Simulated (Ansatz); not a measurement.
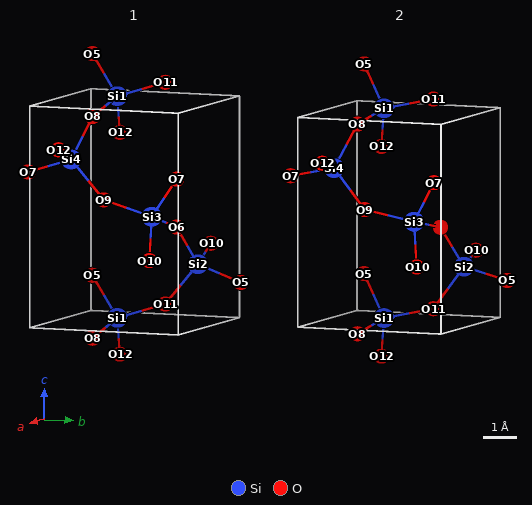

Two geometries of solid SiO$_{2}$ (set up in P4_12_12): one is the relaxed structure, the other was perturbed away from it. The picture is a ball-and-stick view of the cell of the calculation, seen slightly off an axis.

All numbers below come from DFT r2SCAN, scalar-relativistic, plane waves, PAW in Ansatz. Set-up: plane-wave cutoff 500 eV; k-point mesh 6 × 6 × 4; occupations gaussian; smearing width 0.02 eV; no spin polarisation.

Which is the distorted one, and what does the distortion cost?

Structure 2 is the perturbed one. The volume is changed by −12.0 %. The cell's shape and the atoms are relaxed at that volume. Cell: a = b 4.985 → 4.808 Å (−3.5 %), c 6.925 → 6.550 Å (−5.4 %). Volume −12.0 %. The largest moves relative to the cell, 0.22 Å, are those of 8 atoms (O5, O6, O7, O8 and others). O6 goes roughly along [−3 −1 2]. Largest moves by element: O 0.22 Å, Si 0.13 Å. The space group stays P4_12_12 (No. 92). Energy change: +11.6 meV per atom. Pressure: 0.0 GPa before, 2.5 GPa after. The gap on the k-mesh goes from 6.34 to 6.60 eV.
